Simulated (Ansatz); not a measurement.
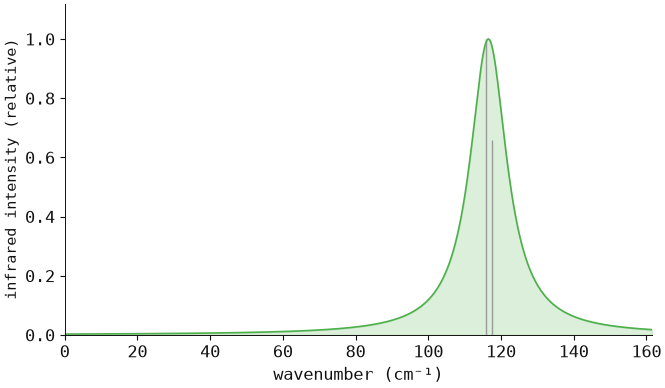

The plot gives the computed infrared spectrum of the zone-centre phonons for KBr, space group P6_3/mmc (No. 194) (cell built by us, not taken from a database). Lines are broadened by Lorentzians of 12 cm⁻¹ full width; the spectrum is scaled to its strongest line. These are zero-field (TO) frequencies; inactive modes don't show.

Structure:
```cif
data_structure
_symmetry_space_group_name_H-M 'P 1'
_symmetry_Int_Tables_number 1
_cell_length_a 5.5709
_cell_length_b 5.5709
_cell_length_c 6.4944
_cell_angle_alpha 90.000
_cell_angle_beta 90.000
_cell_angle_gamma 120.000
_cell_volume 174.55
loop_
_atom_site_label
_atom_site_type_symbol
_atom_site_fract_x
_atom_site_fract_y
_atom_site_fract_z
_atom_site_occupancy
K1 K 0.33333 0.66667 0.93750 1
K2 K 0.66667 0.33333 0.43750 1
Br1 Br 0.33333 0.66667 0.43750 1
Br2 Br 0.66667 0.33333 0.93750 1
```

How it was computed, with Ansatz 0.2.0: perturbation theory at the zone centre of a relaxed insulator, optical modes (intensities summed over a level), dielectric tensors and Born charges, a negative frequency is imaginary, spin-unpolarised plane waves. Level: PBEsol.

periodic directions 3; potentials PAW; wave cutoff 420 eV; k mesh 6×6×4.

**Which are the strongest infrared lines?**

The strongest infrared line is at 116.0 cm⁻¹, followed by 117.4 (66 % of it).

The computed values:

```tsv
frequency (cm⁻¹)	degeneracy	infrared ((debye/Å)²/amu)
41.5	2	0
66.4	1	0
116.0	2	3.58
116.5	2	0
117.4	1	2.35
126.7	1	0
```
